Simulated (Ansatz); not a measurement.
# Sr8Ti8HO24: single-point calculation (part 2 of 4)

Continued. System: Sr8Ti8HO24 (defect cell, 41 atoms in the cell). Method: DFT PBE, scalar-relativistic, plane waves, PAW, spin-polarised (Ansatz 0.2.0); cutoff 420 eV, 2×2×2 k-mesh, Gaussian smearing of 0.05 eV, collinear spins. The structure derives from an entry of the Crystallography Open Database.

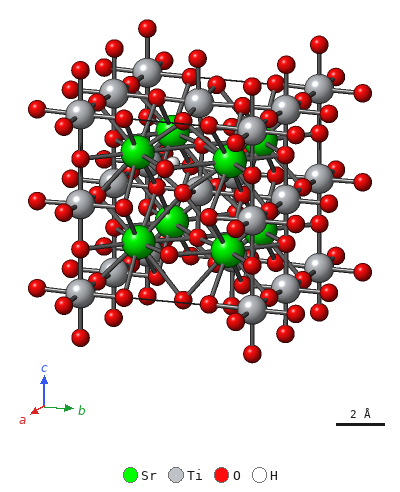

The input geometry (ball-and-stick view of the cell of the calculation, seen slightly off an axis; bonded neighbours outside the cell are drawn too). An atom can appear more than once, as a periodic image.

Output, continued:
```
SCF iter   1: F=—  HF=-62049.697385 eV  |F-HF|=—  |Δ(HF+E_count)|=         —  Δρ=2.79e-2 (↑2.79e-2 ↓2.60e-2)  dr2=1.74e1  dr2_m=9.38e-2  M=0.001 μB ∫|m|=0.109 μB  β_m=0.30  ethr=3.10e-3  ⟨swp⟩=7.4  Hψ=15342  notcnv=0  defer=93
Mixer restart at iter 1: flushing history
preconditioner: auto → Resta (q_TF=auto, 2.557 Å⁻¹)  ε∞=5.3  [insulator: Δε(μ)=0.136 eV  Ē_g=12.841 eV  σ=0.050 eV  W_gap=0.95  n_scr=146 (ndim 8)  ℏωp=26.5 eV  f_vac=0.000  D(μ)=0.98/eV (n_scr^D=0)  ε∞_Penn≈5.3]
spin=Collinear: Resta preconditioning applied to the charge; magnetization (m = ρ↑ − ρ↓) channel mixes plain (no charge-response kernel on spin).
SCF iter   2: F=—  HF=-62048.102716 eV  |F-HF|=—  |Δ(HF+E_count)|=    1.59e0  Δρ=1.88e-2 (↑1.88e-2 ↓1.86e-2)  dr2=7.50e0  dr2_m=5.12e-2  M=0.007 μB ∫|m|=0.076 μB  β_m=0.55  ethr=3.10e-3  ⟨swp⟩=2.0  Hψ=4951  notcnv=0  defer=519
preconditioner: auto → Kerker (q_TF=auto, 2.557 Å⁻¹)  [metal: Δε(μ)=0.016 eV  Ē_g=12.721 eV  σ=0.050 eV  W_gap=0.17  n_scr=146 (ndim 8)  ℏωp=26.5 eV  f_vac=0.000  D(μ)=8.94/eV (n_scr^D=56)]
spin=Collinear: Kerker preconditioning applied to the charge; magnetization (m = ρ↑ − ρ↓) channel mixes plain (no charge-response kernel on spin).
SCF iter   3: F=—  HF=-62050.004319 eV  |F-HF|=—  |Δ(HF+E_count)|=    1.90e0  Δρ=8.63e-3 (↑8.32e-3 ↓8.63e-3)  dr2=1.61e0  dr2_m=2.97e-3  M=0.003 μB ∫|m|=0.029 μB  β_m=0.60  ethr=2.34e-3  ⟨swp⟩=3.0  Hψ=5510  notcnv=0  defer=522
SCF iter   4: F=—  HF=-62050.431337 eV  |F-HF|=—  |Δ(HF+E_count)|=   4.27e-1  Δρ=5.67e-3 (↑5.67e-3 ↓5.67e-3)  dr2=9.72e-1  dr2_m=7.84e-5  M=0.005 μB ∫|m|=0.014 μB  β_m=0.57  ethr=5.02e-4  ⟨swp⟩=3.2  Hψ=5768  notcnv=0  defer=536
SCF iter   5: F=—  HF=-62050.370606 eV  |F-HF|=—  |Δ(HF+E_count)|=   6.07e-2  Δρ=2.20e-3 (↑2.20e-3 ↓2.19e-3)  dr2=1.47e-1  dr2_m=2.31e-5  M=0.005 μB ∫|m|=0.009 μB  β_m=0.70  ethr=3.03e-4  ⟨swp⟩=2.4  Hψ=3770  notcnv=0  defer=536
SCF iter   6: F=—  HF=-62050.385573 eV  |F-HF|=—  |Δ(HF+E_count)|=   1.50e-2  Δρ=1.41e-3 (↑1.41e-3 ↓1.41e-3)  dr2=5.27e-2  dr2_m=1.77e-6  M=0.007 μB ∫|m|=0.009 μB  β_m=0.64  ethr=4.57e-5  ⟨swp⟩=2.3  Hψ=4819  notcnv=0  defer=536
SCF iter   7: F=—  HF=-62050.385799 eV  |F-HF|=—  |Δ(HF+E_count)|=   2.26e-4  Δρ=7.67e-4 (↑7.67e-4 ↓7.58e-4)  dr2=1.80e-2  dr2_m=1.03e-6  M=0.009 μB ∫|m|=0.011 μB  β_m=0.63  ethr=1.64e-5  ⟨swp⟩=2.1  Hψ=4521  notcnv=0  defer=536
SCF iter   8: F=—  HF=-62050.385203 eV  |F-HF|=—  |Δ(HF+E_count)|=   5.96e-4  Δρ=3.02e-4 (↑2.99e-4 ↓3.02e-4)  dr2=4.71e-3  dr2_m=2.12e-6  M=0.012 μB ∫|m|=0.014 μB  β_m=0.65  ethr=5.59e-6  ⟨swp⟩=2.0  Hψ=3960  notcnv=0  defer=536
SCF iter   9: F=—  HF=-62050.385330 eV  |F-HF|=—  |Δ(HF+E_count)|=   1.27e-4  Δρ=1.82e-4 (↑1.82e-4 ↓1.82e-4)  dr2=2.10e-3  dr2_m=3.77e-6  M=0.017 μB ∫|m|=0.020 μB  β_m=0.70  ethr=1.47e-6  ⟨swp⟩=2.0  Hψ=4039  notcnv=0  defer=536
SCF iter  10: F=—  HF=-62050.385175 eV  |F-HF|=—  |Δ(HF+E_count)|=   1.55e-4  Δρ=1.14e-4 (↑9.36e-5 ↓1.14e-4)  dr2=4.94e-4  dr2_m=9.57e-6  M=0.027 μB ∫|m|=0.031 μB  β_m=0.76  ethr=6.53e-7  ⟨swp⟩=1.9  Hψ=3304  notcnv=0  defer=536
SCF iter  11: F=—  HF=-62050.385122 eV  |F-HF|=—  |Δ(HF+E_count)|=   5.28e-5  Δρ=1.32e-4 (↑1.32e-4 ↓1.06e-4)  dr2=3.99e-4  dr2_m=2.35e-5  M=0.042 μB ∫|m|=0.050 μB  β_m=0.72  ethr=1.54e-7  ⟨swp⟩=2.0  Hψ=4389  notcnv=0  defer=536
SCF iter  12: F=—  HF=-62050.385113 eV  |F-HF|=—  |Δ(HF+E_count)|=   8.95e-6  Δρ=1.36e-4 (↑1.03e-4 ↓1.36e-4)  dr2=1.14e-4  dr2_m=4.70e-5  M=0.060 μB ∫|m|=0.070 μB  β_m=0.86  ethr=1.24e-7  ⟨swp⟩=1.9  Hψ=3731  notcnv=0  defer=536
SCF iter  13: F=—  HF=-62050.385206 eV  |F-HF|=—  |Δ(HF+E_count)|=   9.30e-5  Δρ=1.80e-4 (↑1.80e-4 ↓1.65e-4)  dr2=4.95e-5  dr2_m=1.22e-4  M=0.098 μB ∫|m|=0.115 μB  β_m=0.59  ethr=3.55e-8  ⟨swp⟩=2.0  Hψ=5720  notcnv=0  defer=536
SCF iter  14: F=-62050.382476 eV  HF=-62050.382402 eV  |F-HF|=7.38e-5  |Δ(HF+E_count)|=   2.80e-3  Δρ=2.78e-4 (↑2.34e-4 ↓2.78e-4)  dr2=1.00e-4  dr2_m=2.70e-4  M=0.149 μB ∫|m|=0.177 μB  β_m=0.42  ethr=1.54e-8  ⟨swp⟩=2.3  Hψ=5923  notcnv=0  defer=532
SCF iter  15: F=-62050.382859 eV  HF=-62050.382673 eV  |F-HF|=1.87e-4  |Δ(HF+E_count)|=   2.71e-4  Δρ=3.26e-4 (↑3.15e-4 ↓3.26e-4)  dr2=8.65e-5  dr2_m=4.34e-4  M=0.199 μB ∫|m|=0.237 μB  β_m=0.52  ethr=1.54e-8  ⟨swp⟩=2.2  Hψ=5783  notcnv=0  defer=528
SCF iter  16: F=-62050.383678 eV  HF=-62050.383382 eV  |F-HF|=2.96e-4  |Δ(HF+E_count)|=   7.10e-4  Δρ=4.40e-4 (↑3.87e-4 ↓4.40e-4)  dr2=1.52e-4  dr2_m=7.23e-4  M=0.292 μB ∫|m|=0.351 μB  β_m=0.63  ethr=1.54e-8  ⟨swp⟩=2.4  Hψ=5929  notcnv=0  defer=528
SCF iter  17: F=-62050.384927 eV  HF=-62050.384920 eV  |F-HF|=6.81e-6  |Δ(HF+E_count)|=   1.54e-3  Δρ=4.34e-4 (↑4.23e-4 ↓4.34e-4)  dr2=4.58e-4  dr2_m=7.30e-4  M=0.443 μB ∫|m|=0.546 μB  β_m=0.70  ethr=1.54e-8  ⟨swp⟩=3.2  Hψ=6438  notcnv=0  defer=528
SCF iter  18: F=-62050.386633 eV  HF=-62050.385984 eV  |F-HF|=6.48e-4  |Δ(HF+E_count)|=   1.06e-3  Δρ=5.57e-4 (↑5.57e-4 ↓4.06e-4)  dr2=4.56e-4  dr2_m=9.55e-4  M=0.667 μB ∫|m|=0.863 μB  β_m=0.85  ethr=1.54e-8  ⟨swp⟩=3.7  Hψ=7970  notcnv=0  defer=516
SCF iter  19: F=-62050.384617 eV  HF=-62050.384125 eV  |F-HF|=4.92e-4  |Δ(HF+E_count)|=   1.86e-3  Δρ=4.54e-4 (↑4.54e-4 ↓4.43e-4)  dr2=2.61e-5  dr2_m=8.68e-4  M=0.391 μB ∫|m|=0.480 μB  β_m=0.85  ethr=1.54e-8  ⟨swp⟩=3.4  Hψ=8294  notcnv=0  defer=516  recentre
SCF iter  20: F=-62050.387180 eV  HF=-62050.387749 eV  |F-HF|=5.69e-4  |Δ(HF+E_count)|=   3.62e-3  Δρ=3.33e-4 (↑3.33e-4 ↓2.50e-4)  dr2=7.98e-4  dr2_m=2.44e-4  M=0.761 μB ∫|m|=0.992 μB  β_m=0.71  ethr=8.13e-9  ⟨swp⟩=3.6  Hψ=8911  notcnv=0  defer=517
SCF iter  21: F=-62050.387701 eV  HF=-62050.387525 eV  |F-HF|=1.77e-4  |Δ(HF+E_count)|=   2.24e-4  Δρ=4.12e-4 (↑4.12e-4 ↓3.94e-4)  dr2=2.14e-4  dr2_m=6.61e-4  M=0.942 μB ∫|m|=1.297 μB  β_m=0.68  ethr=8.13e-9  ⟨swp⟩=3.5  Hψ=8621  notcnv=0  defer=520
SCF iter  22: F=-62050.388105 eV  HF=-62050.388131 eV  |F-HF|=2.63e-5  |Δ(HF+E_count)|=   6.06e-4  Δρ=9.85e-5 (↑9.85e-5 ↓9.07e-5)  dr2=5.41e-5  dr2_m=3.02e-5  M=0.840 μB ∫|m|=1.117 μB  β_m=0.84  ethr=8.13e-9  ⟨swp⟩=3.2  Hψ=6884  notcnv=0  defer=519
SCF iter  23: F=-62050.387650 eV  HF=-62050.387201 eV  |F-HF|=4.49e-4  |Δ(HF+E_count)|=   9.30e-4  Δρ=4.81e-4 (↑4.70e-4 ↓4.81e-4)  dr2=8.30e-5  dr2_m=9.68e-4  M=0.952 μB ∫|m|=1.323 μB  β_m=0.84  ethr=8.13e-9  ⟨swp⟩=3.3  Hψ=7313  notcnv=0  defer=520  recentre
SCF iter  24: F=-62050.388118 eV  HF=-62050.388167 eV  |F-HF|=4.87e-5  |Δ(HF+E_count)|=   9.66e-4  Δρ=7.11e-5 (↑7.11e-5 ↓5.20e-5)  dr2=5.72e-5  dr2_m=6.25e-6  M=0.856 μB ∫|m|=1.145 μB  β_m=0.62  ethr=8.13e-9  ⟨swp⟩=3.2  Hψ=6885  notcnv=0  defer=519
SCF iter  25: F=-62050.388161 eV  HF=-62050.388165 eV  |F-HF|=4.05e-6  |Δ(HF+E_count)|=   1.88e-6  Δρ=1.82e-5 (↑1.79e-5 ↓1.82e-5)  dr2=5.83e-6  dr2_m=9.67e-7  M=0.862 μB ∫|m|=1.155 μB  β_m=0.68  ethr=8.13e-9  ⟨swp⟩=2.0  Hψ=5260  notcnv=0  defer=520
SCF iter  26: F=-62050.388164 eV  HF=-62050.388165 eV  |F-HF|=1.73e-6  |Δ(HF+E_count)|=   4.54e-7  Δρ=9.39e-6 (↑9.39e-6 ↓6.36e-6)  dr2=2.19e-6  dr2_m=1.32e-7  M=0.865 μB ∫|m|=1.160 μB  β_m=0.73  ethr=1.82e-9  ⟨swp⟩=2.0  Hψ=5141  notcnv=0  defer=520
SCF iter  27: F=-62050.388165 eV  HF=-62050.388165 eV  |F-HF|=3.86e-7  |Δ(HF+E_count)|=   3.67e-7  Δρ=6.77e-6 (↑6.77e-6 ↓5.21e-6)  dr2=5.35e-7  dr2_m=9.74e-8  M=0.867 μB ∫|m|=1.164 μB  β_m=0.73  ethr=6.84e-10  ⟨swp⟩=2.0  Hψ=5697  notcnv=0  defer=520
SCF iter  28: F=-62050.388165 eV  HF=-62050.388165 eV  |F-HF|=1.84e-7  |Δ(HF+E_count)|=   4.03e-8  Δρ=3.72e-6 (↑2.50e-6 ↓3.72e-6)  dr2=2.26e-7  dr2_m=1.79e-8  M=0.866 μB ∫|m|=1.162 μB  β_m=0.74  ethr=1.67e-10  ⟨swp⟩=2.0  Hψ=4543  notcnv=0  defer=520
SCF iter  29: F=-62050.388165 eV  HF=-62050.388165 eV  |F-HF|=2.80e-8  |Δ(HF+E_count)|=   2.98e-8  Δρ=1.97e-6 (↑1.97e-6 ↓1.73e-6)  dr2=4.29e-8  dr2_m=1.11e-8  M=0.865 μB ∫|m|=1.161 μB  β_m=0.82  ethr=7.05e-11  ⟨swp⟩=2.1  Hψ=5648  notcnv=0  defer=520
SCF iter  30: F=-62050.388165 eV  HF=-62050.388165 eV  |F-HF|=1.09e-8  |Δ(HF+E_count)|=   1.02e-8  Δρ=8.12e-7 (↑6.95e-7 ↓8.12e-7)  dr2=1.41e-8  dr2_m=1.49e-9  M=0.866 μB ∫|m|=1.161 μB  β_m=0.91  ethr=1.34e-11  ⟨swp⟩=2.0  Hψ=5299  notcnv=0  defer=520
SCF iter  31: F=-62050.388165 eV  HF=-62050.388165 eV  |F-HF|=6.66e-9  |Δ(HF+E_count)|=  8.15e-10  Δρ=5.84e-7 (↑5.84e-7 ↓5.55e-7)  dr2=7.58e-9  dr2_m=1.95e-10  M=0.866 μB ∫|m|=1.162 μB  ethr=4.38e-12  ⟨swp⟩=12.8  Hψ=18852  notcnv=0
SCF 1 converged in 31 iterations: F = -62050.388165 eV  dr2 = 7.58e-9
  greatest PAW one-centre occupation: 0.999 electrons in one spin orbital (limit 2), on the Ti atom at site 12 (counted from 0), in its partial waves of l = 0
```

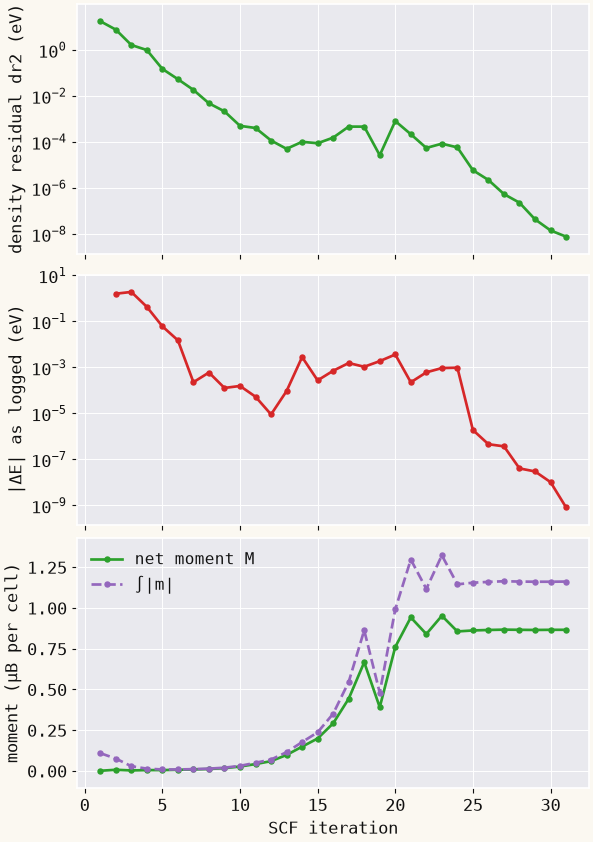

Convergence of the self-consistent field: density residual dr2, size of the energy change and magnetic moment against the SCF iteration. The residual falls unevenly and jumps up by a factor of two or more 3 times on the way down. The net moment goes from 0.0 to 0.9 μB per cell.

```
at 5 of the mixer's solves, the last at iteration 17, it left a direction of its history that read negative out of its fit and stepped the other way along it
SCF converged after 31 iterations
Magnetization: 0.8659 μB (160.9329 up, 160.0671 down)
Absolute magnetization: 1.1607 μB (∫|ρ↑−ρ↓|, with the PAW one-centre terms)
Spin contamination: 0.0022 ħ² per cell (⟨S²⟩ above its minimum at these occupations)
Per-site moments (μB) at R_I (Å): [(0.0009066182074469418, 1.0562562013820977), (0.0010891661089692483, 1.0773710081225638), (0.0009913284214962414, 1.0544348532044427), (0.0008226811375377898, 1.0044985883964535), (0.0008272159739214903, 1.009679283863035), (0.0010189375093881082, 1.0676171123425533), (0.0010897431835309736, 1.0756966050117824), (0.0009385317505407231, 1.061587489506242), (0.09854143624503095, 0.8008206663369621), (0.0536824269232239, 0.7647310549734864), (0.10147355787076298, 0.8013358667867347), (0.056107930144707475, 0.7852367309204309), (0.10140223853902058, 0.8012637505907004), (0.05623931899021808, 0.7851282600751427), (0.09859890090793211, 0.8008405284006107), (0.05358690963703214, 0.7643216300127708), (-0.007879752006372054, 0.8015412004338958), (-0.0007633610340196058, 0.40612772421866705), (-0.007093670846632301, 0.8058590347975585), (-0.004481168904915226, 0.8185381214253632), (-0.0074190168132782525, 0.8030144652779173), (-0.004528068161460876, 0.8097859968367406), (-0.007838413074381965, 0.8072163902020173), (-0.004208266315053671, 0.7719461385946722), (-0.0030612054174929564, 0.7852367309204309), (-0.006629668516590389, 0.8048335754519395), (-0.003351703957207846, 0.7647310549734864), (-0.007088335524413263, 0.8008206663369621), (-0.005570868348316886, 0.7997526047932089), (-0.005600804379213991, 0.7991844096777896), (-0.00567563080343322, 0.8018541939902492), (-0.0056511604664650885, 0.8020691662136569), (-0.006627072861364254, 0.8049393055751198), (-0.0030789627456008248, 0.7851282600751427), (-0.007090818450293432, 0.8008405284006107), (-0.0033409524145040226, 0.7643216300127708), (-0.005665159386684826, 0.8017613481983733), (-0.005659450417763289, 0.8020334024041086), (-0.00556760926596675, 0.7997898082631593), (-0.005603035201977174, 0.7992054498722717), (8.316799771000279e-6, 0.40612772421866705)]
Free energy (F): -62050.388165 eV
Harris-Foulkes:  -62050.388165 eV  (|F-HF|=6.66e-9)
Internal energy: -62050.378876 eV  (E = F + TS)
E sigma→0 (E₀):  -62050.383520 eV
Entropy (-TS):   -0.009289 eV (-0.227 meV/atom)
Fermi energy:    12.271736 eV
--- Per-component energies (eV) ---
  E_band       = -1587.618166
  E_kinetic    = 8418.641958
  E_local      = -18966.677338  (includes V_loc(G=0)·N_el)
  E_nonlocal   = 2792.817348
  E_hartree    = 6642.856084
  E_xc         = -3985.809061
  E_vxc        = -4596.629026  (∫ρ·V_xc dr)
  E_paw        = -33715.030298  (= ΣΔE_a)
  E_vpaw       = -2521.542211  (= ΣTr[D̂ρ^β])
  E_aug_tail   = 0.058968  (compensation charges beyond the density's cutoff)
  E_ewald      = -23237.236537
  E_smearing   = -0.009289  (= −TS)
  E_closure    = 0.000000  (closes the sum)
  Σ components = -62050.388165   (vs F -62050.388165, Δ=0.00e0)
```
